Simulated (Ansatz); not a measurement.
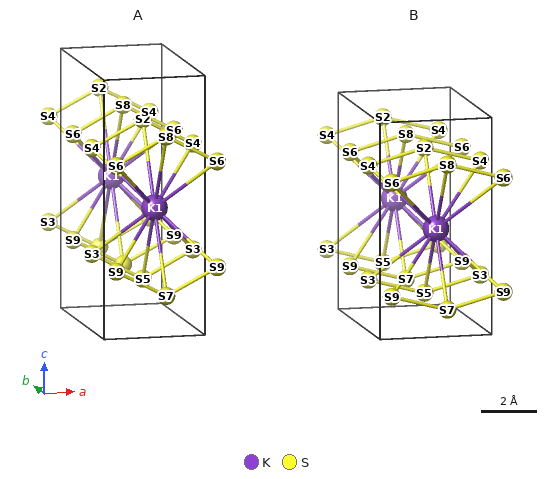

Two geometries of solid KS₈ (a generated structure, set up in Pmmm), drawn at one scale. One is the start of a relaxation, the other its converged end. A ball-and-stick model of the cell of the calculation, seen slightly off an axis.

Computed with DFT PBE+D3(BJ), scalar-relativistic, plane waves, PAW in Ansatz 0.2.0. (plane-wave cutoff 420 eV; k-point mesh 10 × 6 × 6; occupations gaussian; smearing width 0.1 eV; no spin polarisation; cell and atoms relaxed; force threshold 0.01 eV/Å; at most 80 steps)

Q: Which geometry has the lower energy?

A: Structure A is the relaxed one. Over 12 accepted moves (15 points after the start) the energy falls by 128 meV per atom. Largest force component: 0.36 eV/Å at the start, 0.0014 eV/Å at the end. The pressure goes from −0.05 to −0.01 GPa. The line search rejected the trial step at point 6 of the run. The SCF was repeated twice at an unchanged geometry on a basis and grid sized afresh for the cell, which shifted the energy by 1.8 meV per atom at most. The largest moves relative to the cell, 0.57 Å, are those of S3, S4, S6 and S9. S3 goes along +c. K stays in place. The volume changes by +12.3 %, with a 4.204 → 3.796 Å (−9.7 %), b 6.359 → 6.611 Å (+4.0 %), c 8.042 → 9.623 Å (+19.7 %). Near-neighbour distances that change, for instance: S2–S5 2.660 → 3.709 Å, K1–S2 3.212 → 3.463 Å, K1–S3 3.474 → 3.306 Å, S2–S4 2.179 → 2.143 Å. Among the angles between lasting bonds that change: S2–S4–S2 149.4° → 124.7°, K1–S4–S2 64.6° → 75.6°, K1–S2–S4 77.6° → 67.6°. The space group stays Pmmm (No. 47). The run took 25 min on 1 thread of Intel(R) Xeon(R) Processor @ 2.50GHz (Skylake/Cascade Lake), with other jobs on the host, peak memory 0.9 GiB.
